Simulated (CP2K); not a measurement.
**A series of single points on Li$_{2}$S**

System: Li$_{2}$S (Fm-3m, 3 atoms in the cell).
Method: Kohn-Sham DFT of a periodic cell, PBEsol, GTH-PBE with UZH-TZVP basis, no spin polarisation (CP2K 2026.2).

The 6 runs differ only in the geometry, by an even scaling of the cell at fixed fractional positions. The structure derives from an entry of the Crystallography Open Database.

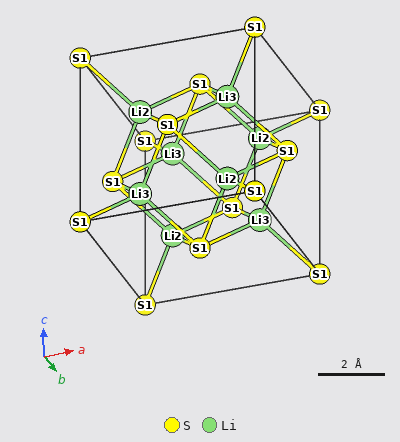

Figure 1. The structure of run 4 (ball-and-stick view of the cell 4 times as large as that of the calculation, set on its symmetry axes, seen at an oblique angle; atoms are numbered from 1 in the order of the input).

**Input of run 4**
```
&GLOBAL
  PROJECT li2s_eos
  RUN_TYPE ENERGY_FORCE
  PRINT_LEVEL LOW
&END GLOBAL
&FORCE_EVAL
  METHOD QS
  STRESS_TENSOR ANALYTICAL
  &DFT
    BASIS_SET_FILE_NAME BASIS_MOLOPT_UZH
    POTENTIAL_FILE_NAME POTENTIAL_UZH
    WFN_RESTART_FILE_NAME previous-RESTART.kp
    &MGRID
      CUTOFF 450
      REL_CUTOFF 60
      NGRIDS 5
    &END MGRID
    &QS
      METHOD GPW
      EPS_DEFAULT 1.0E-9
    &END QS
    &KPOINTS
      SCHEME MONKHORST-PACK 8 8 8
      GAMMA_CENTERED T
      SYMMETRY T
      SYMMETRY_BACKEND SPGLIB
    &END KPOINTS
    &SCF
      SCF_GUESS RESTART
      EPS_SCF 1.0E-6
      MAX_SCF 100
      ADDED_MOS 12
      CHOLESKY OFF
      EPS_EIGVAL 1.0E-7
      &DIAGONALIZATION ON
        ALGORITHM STANDARD
      &END DIAGONALIZATION
      &MIXING ON
        METHOD BROYDEN_MIXING
        ALPHA 0.4
        BETA 1.5
        NBUFFER 8
      &END MIXING
      &SMEAR ON
        METHOD FERMI_DIRAC
        ELECTRONIC_TEMPERATURE [K] 580.226
      &END SMEAR
    &END SCF
    &XC
      &XC_FUNCTIONAL
        &GGA_X_PBE_SOL
        &END GGA_X_PBE_SOL
        &GGA_C_PBE_SOL
        &END GGA_C_PBE_SOL
      &END XC_FUNCTIONAL
    &END XC
    &PRINT
      &KPOINTS ON
      &END KPOINTS
      &MULLIKEN ON
      &END MULLIKEN
      &MO ON
        ENERGIES T
        OCCUPATION_NUMBERS T
        &EACH
          QS_SCF 0
        &END EACH
        ADD_LAST NUMERIC
      &END MO
    &END PRINT
  &END DFT
  &SUBSYS
    &CELL
      A 4.0493718538 0.0000000000 0.0000000000
      B 2.0246859269 3.5068588948 0.0000000000
      C 2.0246859269 1.1689529649 3.3062982735
      PERIODIC XYZ
    &END CELL
    &COORD
      SCALED
      S   0.0000000000 0.0000000000 0.0000000000
      Li  0.7500000000 0.7500000000 0.7500000000
      Li  0.2500000000 0.2500000000 0.2500000000
    &END COORD
    &KIND S
      BASIS_SET TZVP-MOLOPT-PBE-GTH-q6
      POTENTIAL GTH-PBE-q6
    &END KIND
    &KIND Li
      BASIS_SET TZVP-MOLOPT-PBE-GTH-q3
      POTENTIAL GTH-PBE-q3
    &END KIND
    &PRINT
      &ATOMIC_COORDINATES ON
      &END ATOMIC_COORDINATES
      &CELL ON
      &END CELL
    &END PRINT
  &END SUBSYS
  &PRINT
    &FORCES ON
    &END FORCES
    &STRESS_TENSOR ON
    &END STRESS_TENSOR
  &END PRINT
&END FORCE_EVAL
```

Command:
```bash
OMP_NUM_THREADS=1 cp2k.psmp -i li2s_eos.inp -o li2s_eos.out
```

Run 3 differs from it as follows:
```diff
-      A 4.0493718538 0.0000000000 0.0000000000
-      B 2.0246859269 3.5068588948 0.0000000000
-      C 2.0246859269 1.1689529649 3.3062982735
+      A 3.9957314736 0.0000000000 0.0000000000
+      B 1.9978657368 3.4604049628 0.0000000000
+      C 1.9978657368 1.1534683209 3.2625010864
```

**Results, with one run withheld**

| run | volume per atom (Å³) | free energy per atom, from the lowest run given (meV) | pressure (GPa) | gap on the mesh (eV) |
| --- | --- | --- | --- | --- |
| 1 | 14.423 | 3.98 | 2.38 | 3.55 |
| 2 | 14.730 | 0.41 | 1.37 | 3.56 |
| 3 | 15.037 | ? | ? | ? |
| 4 | 15.650 | 0.00 | −1.13 | 3.61 |
| 5 | 15.957 | 2.83 | −1.81 | 3.62 |
| 6 | 16.264 | 6.86 | −2.44 | 3.63 |

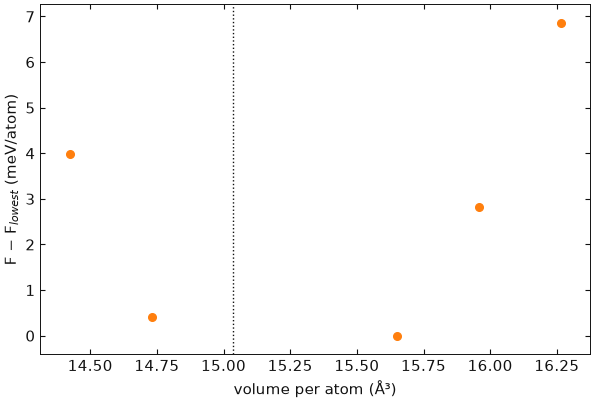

Figure 2. Free energy per atom of the runs given; the dotted line marks run 3.

Estimate the energy of run 3 from the others.

A cubic polynomial in V^(−2/3) (the Birch–Murnaghan form), fitted to the 5 runs given, misses them by at most 0.02 meV per atom. With x = V^(−2/3) − 0.16171 Å⁻², it reads F = −1.328 − 403.1 x + 1.6442e+05 x² − 1.147e+05 x³ (meV per atom). At run 3 it gives −1.34 meV per atom, and the run itself gives −1.49. The slope of the fit gives a pressure −dF/dV of 0.46 GPa there, and the run prints 0.44 GPa. The fit has its minimum at 15.204 Å³ per atom, where V d²F/dV² gives 40.8 GPa: the bulk modulus at this level, since symmetry fixes the shape and the positions. The gap on the mesh goes, without turning, from 3.55 eV in run 1 to 3.63 eV in run 6; run 3 has 3.58 eV. These are gaps of this functional on this mesh, which can miss the band edges; they aren't the measured gap.

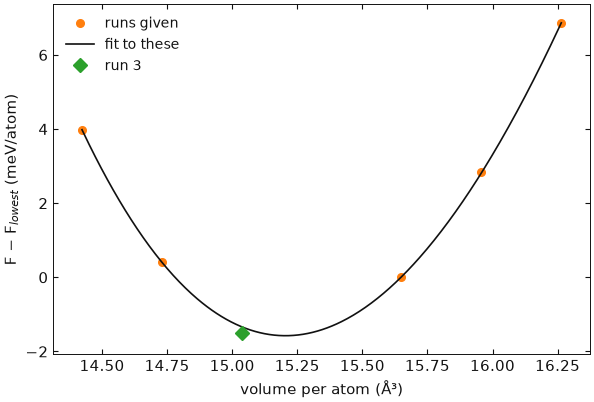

Figure 3. The fit and the withheld run.

**Some lines of the output (run 3)**
```
[...]
 MO| Band gap:            0.233826 a.u.          6.362725 eV
 MO| Band gap:            0.235260 a.u.          6.401754 eV
 MO| Band gap:            0.215823 a.u.          5.872838 eV
 MO| Band gap:            0.192440 a.u.          5.236553 eV
 MO| Band gap:            0.198732 a.u.          5.407768 eV
 MO| Band gap:            0.226167 a.u.          6.154321 eV
 MO| Band gap:            0.247269 a.u.          6.728535 eV
 MO| Band gap:            0.255347 a.u.          6.948349 eV
 MO| Band gap:            0.228254 a.u.          6.211108 eV
 MO| Band gap:            0.225629 a.u.          6.139664 eV
 MO| Band gap:            0.221137 a.u.          6.017457 eV
 MO| Band gap:            0.250422 a.u.          6.814339 eV
 MO| Band gap:            0.269628 a.u.          7.336963 eV
 MO| Band gap:            0.251518 a.u.          6.844139 eV
```
